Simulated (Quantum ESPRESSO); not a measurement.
# Energy of Ag along an even scaling of the cell

System: Ag (Fm-3m, 1 atom in the cell).
Method: Kohn-Sham DFT of a periodic cell, rev-vdW-DF2, PseudoDojo 0.4.1 SR PBE standard, no spin polarisation (Quantum ESPRESSO 7.5).

The 7 runs differ only in the geometry, by an even scaling of the cell at fixed fractional positions. The structure derives from an entry of the Crystallography Open Database.

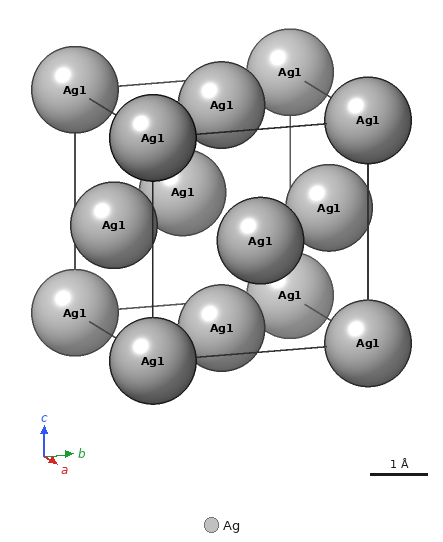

Figure 1. The structure of run 4 (spheres-only view of the cell 4 times as large as that of the calculation, set on its symmetry axes, seen slightly off an axis; atoms are numbered from 1 in the order of the input).

## Input of run 4
```
&CONTROL
  calculation = 'scf'
  prefix = 'pwscf'
  outdir = './tmp'
  pseudo_dir = './pseudo'
  tprnfor = .true.
  tstress = .true.
  disk_io = 'nowf'
/
&SYSTEM
  ibrav = 0
  nat = 1
  ntyp = 1
  ecutwfc = 82
  nbnd = 16
  input_dft = 'vdw-df2-b86r'
  occupations = 'smearing'
  smearing = 'fd'
  degauss = 0.00367493
/
&ELECTRONS
  conv_thr = 2d-10
  electron_maxstep = 120
  mixing_beta = 0.5
/
ATOMIC_SPECIES
Ag   107.8682 Ag.upf
CELL_PARAMETERS angstrom
   0.0000000000    2.0427500000    2.0427500000
   2.0427500000    0.0000000000    2.0427500000
   2.0427500000    2.0427500000    0.0000000000
ATOMIC_POSITIONS crystal
Ag     0.0000000000    0.0000000000    0.0000000000
K_POINTS automatic
11 11 11 0 0 0
```

Command:
```bash
OMP_NUM_THREADS=1 pw.x -in pw.in > pw.out
```

Lattice vectors (Å) and fractional positions of run 4:
```
   0.000000    2.042750    2.042750
   2.042750    0.000000    2.042750
   2.042750    2.042750    0.000000
Ag  0.000000  0.000000  0.000000
```

Run 3 differs from it as follows:
```diff
-   0.0000000000    2.0427500000    2.0427500000
-   2.0427500000    0.0000000000    2.0427500000
-   2.0427500000    2.0427500000    0.0000000000
+   0.0000000000    2.0290398554    2.0290398554
+   2.0290398554    0.0000000000    2.0290398554
+   2.0290398554    2.0290398554    0.0000000000
```

## Results, with one run withheld

```tsv
run	volume per atom (Å³)	free energy per atom, from the lowest run given (meV)	pressure (GPa)
1	16.025	30.27	8.87
2	16.366	14.31	5.79
3	16.707	?	?
4	17.048	0.00	0.77
5	17.389	0.15	−1.25
6	17.730	4.32	−3.00
7	18.071	11.86	−4.52
```

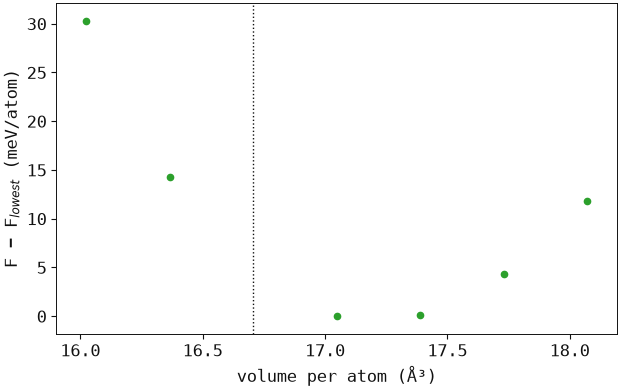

Figure 2. Free energy per atom of the runs given; the dotted line marks run 3.

What should run 3 give?

A cubic polynomial in V^(−2/3) (the Birch–Murnaghan form), fitted to the 6 runs given, misses them by at most 0.02 meV per atom. With x = V^(−2/3) − 0.15078 Å⁻², it reads F = −0.15924 + 808.34 x + 5.5806e+05 x² + 4.3781e+06 x³ (meV per atom). At run 3 it gives 4.48 meV per atom, and the run itself gives 4.48. The slope of the fit gives a pressure −dF/dV of 3.30 GPa there, and the run prints 3.10 GPa. The two needn't agree exactly: the fit is approximate, and the printed stress is taken on a finite basis. The fit has its minimum at 17.205 Å³ per atom, where V d²F/dV² gives 102 GPa: the bulk modulus at this level, since symmetry fixes the shape and the positions.

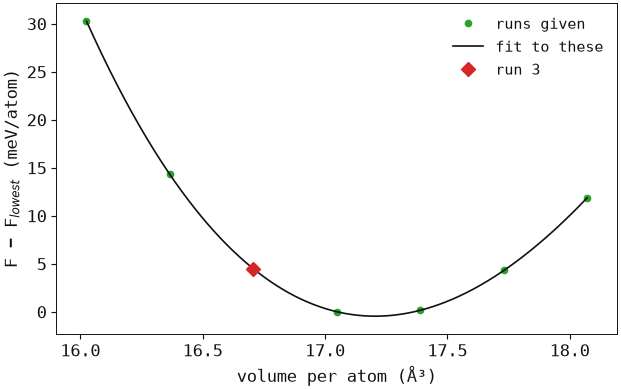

Figure 3. The fit and the withheld run.

## Some lines of the output (run 3)
```
[...]
     unit-cell volume          =     112.7453 (a.u.)^3
     number of k points=    56  Fermi-Dirac smearing, width (Ry)=  0.0037
     total energy              =    -309.91752253 Ry
     total energy              =    -309.94037304 Ry
     total energy              =    -309.94254396 Ry
     total energy              =    -309.94260615 Ry
     total energy              =    -309.94260145 Ry
     total energy              =    -309.94260365 Ry
     total energy              =    -309.94260366 Ry
     the Fermi energy is    18.0189 ev
!    total energy              =    -309.94260366 Ry
     The total energy is F=E-TS. E is the sum of the following terms:
     Computing stress (Cartesian axis) and pressure
          total   stress  (Ry/bohr**3)                   (kbar)     P=       31.04
```

Notes: The record of the run, not the program, notes: potentials made for another functional. Points of doubt noted for this run: potentials made for another functional.
